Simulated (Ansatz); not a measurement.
A series of calculations on Te32Pb33

Part 1: Relaxation

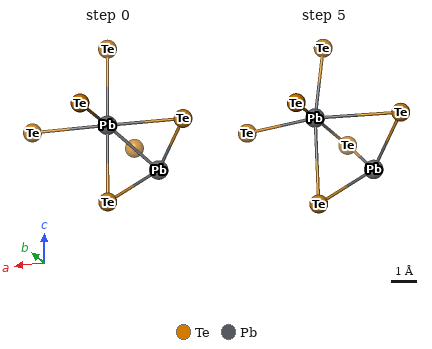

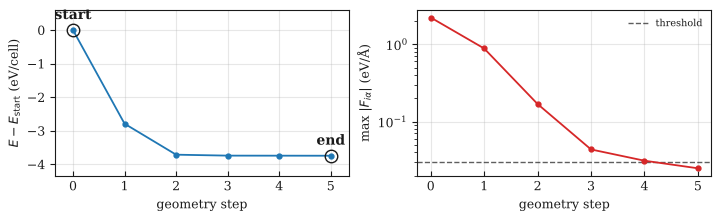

First and last geometry of a relaxation of a defect cell of composition Te32Pb33 (cell charge +2), with the history of the run. A ball-and-stick model of the atoms within 4.2 Å of the atom that moves most (axes of the cell of the calculation (origin shifted)), seen from a free direction.

Theory: Ansatz, DFT, PBEsol, PAW, plane waves. (plane-wave cutoff 420 eV; k-point mesh 1 × 1 × 1; mesh shifted by (0.25, 0.25, 0.25); no spin polarisation; atoms relaxed in a fixed cell; force threshold 0.03 eV/Å; at most 80 steps)

Question: Read the history and describe the run.

Answer: It converged. A Pb atom moves most: 0.45 Å along [1 1 1]. Largest moves by element: Pb 0.45 Å, Te 0.30 Å. The cell doesn't change. Some distances before and after: Pb–Pb 2.781 → 3.182 Å, Pb–Te 3.232 → 3.626 Å, Pb–Te 3.239 → 3.611 Å, Pb–Te 2.747 → 3.017 Å. Bond angles that change, for instance: Te–Pb–Te 88.6° → 99.2°, Te–Pb–Te 90.1° → 99.2°. Over 5 geometry steps the energy falls by 3.744 eV per cell of the calculation. Largest force component: 2.2 eV/Å at the start, 0.025 eV/Å at the end. Cost: 6.9 s on 1 × NVIDIA GB200 with 8 threads of Arm Neoverse-V2, peak memory 2.2 GiB.

Limits of the set-up: the cell is charged, on a uniform background, and energies carry no finite-size correction.

Part 2: Relaxation

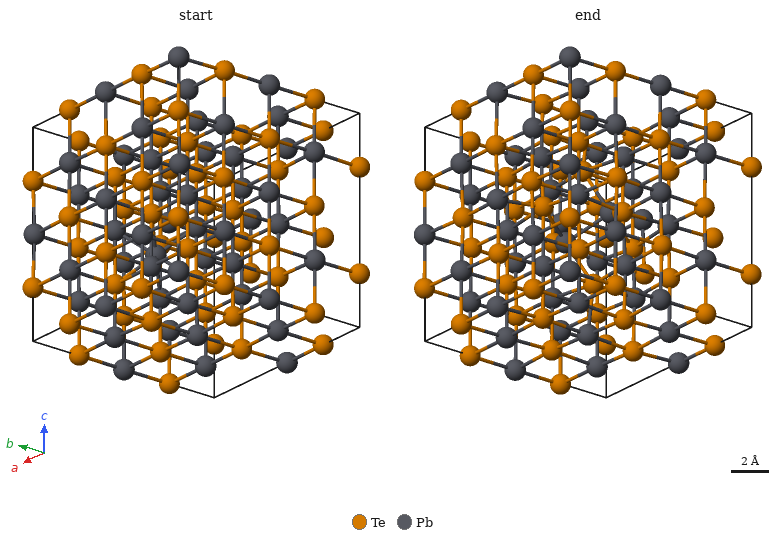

The structure of a defect cell of composition Te32Pb33 before (left) and after (right) a relaxation, at one scale.

Style: ball-and-stick. Shown: the cell of the calculation (origin shifted), from a free direction.

Method: DFT, PBEsol, PAW, plane waves (Ansatz 0.2.0). Settings: plane-wave cutoff 420 eV; k-point mesh 1 × 1 × 1; mesh shifted by (0.25, 0.25, 0.25); no spin polarisation; atoms relaxed in a fixed cell; force threshold 0.03 eV/Å; at most 80 steps.

> Describe what moved and what it gained.

The largest move is that of a Pb atom, 1.48 Å along [−1 −1 1]. By element the largest moves are Pb 1.48 Å, Te 0.44 Å. The cell doesn't change. Among the contacts that change: Pb–Te 2.813 → 4.047 Å, Pb–Te 3.169 → 4.364 Å, Pb–Te 3.176 → 4.347 Å, Pb–Te 3.230 → 4.364 Å. Bonds break, among them: Pb–Te (2.81 → 4.05 Å). Bond angles that change, for instance: Pb–Te–Pb 179.2° → 140.2°, Pb–Te–Pb 178.8° → 144.1°, Te–Pb–Pb 126.5° → 93.5°. After 10 geometry steps the energy has fallen by 3.888 eV per cell of the calculation. The largest force component goes from 1.9 to 0.015 eV/Å. Cost: 13 s on 1 × NVIDIA GB200 with 8 threads of Arm Neoverse-V2, peak memory 2.2 GiB.

Part 3: Defect

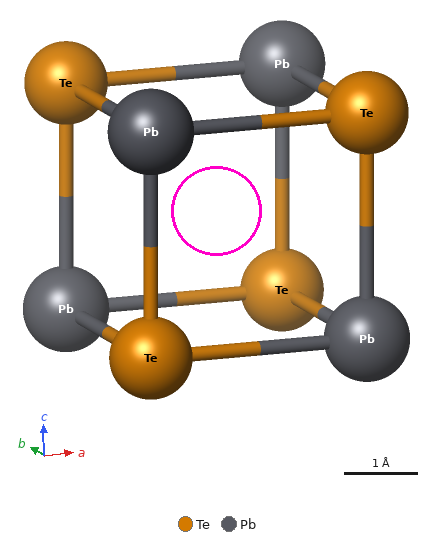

Perfect TePb. Style: ball-and-stick. Shown: the atoms within 3.8 Å of one point, slightly off an axis.

Method: DFT, PBEsol, PAW, plane waves (Ansatz 0.2.0). Set-up: plane-wave cutoff 420 eV; k-point mesh 1 × 1 × 1; mesh shifted by (0.25, 0.25, 0.25); no spin polarisation. Fermi-Dirac smearing of 0.01 eV. A uniform background neutralises the charged cell. The axes drawn are those of the host's conventional cell.

An extra lead atom is put between the host's atoms (an interstitial) at the ringed place, in charge state +2. The supercell has 64 sites, and the atoms are relaxed at the host's cell.

### How do the neighbours respond?

The Pb atom starts with 4 Te at 2.79 Å, 4 Pb at 2.79 Å around its place and ends with 4 Te at 3.02 to 3.06 Å, 4 Pb at 3.18 to 3.21 Å. Of the host's atoms, a lead atom moves furthest from its site, by 0.46 Å. The Pb atom itself moves 0.06 Å from where it was put.

The relaxed defect, seen from the same direction:

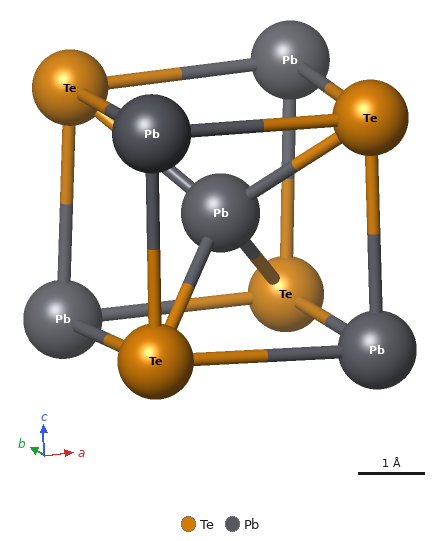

Limits of the set-up: the cell is charged, on a uniform background, and energies carry no finite-size correction.

Part 4: Defect

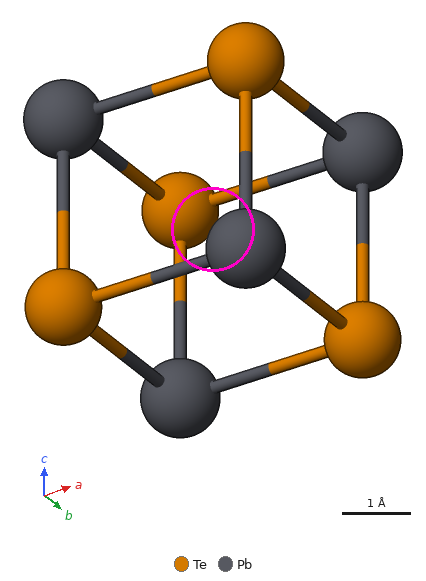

Perfect TePb. Style: ball-and-stick. Shown: the atoms within 3.8 Å of one point, from a free direction.

All numbers below come from DFT, PBEsol, PAW, plane waves (Ansatz 0.2.0). (plane-wave cutoff 420 eV; k-point mesh 1 × 1 × 1; mesh shifted by (0.25, 0.25, 0.25); no spin polarisation) Fermi-Dirac smearing of 0.01 eV. The axes drawn are those of the host's conventional cell.

An extra lead atom is put between the host's atoms (an interstitial) at the ringed place, in charge state 0. The supercell has 64 sites, and the atoms are relaxed at the host's cell.

**How do the neighbours respond?**

The Pb atom starts with 4 Te at 2.79 Å, 4 Pb at 2.79 Å around its place and ends with 3 Te at 2.99 Å, 4 Pb at 3.00 to 3.43 Å. Of the host's atoms, a lead atom moves furthest from its site, by 1.50 Å. The Pb atom itself moves 1.26 Å from where it was put.

The relaxed defect, seen from the same direction:

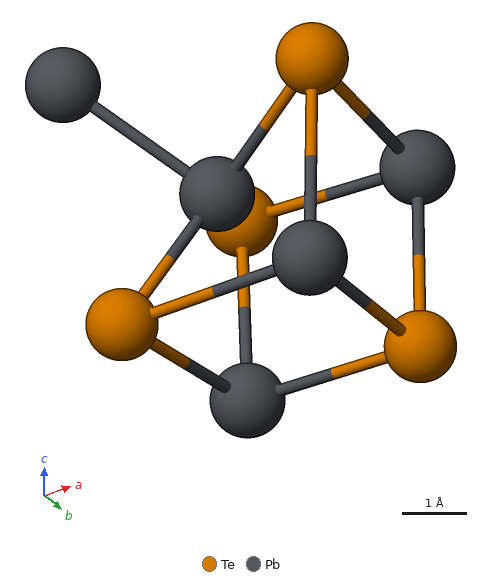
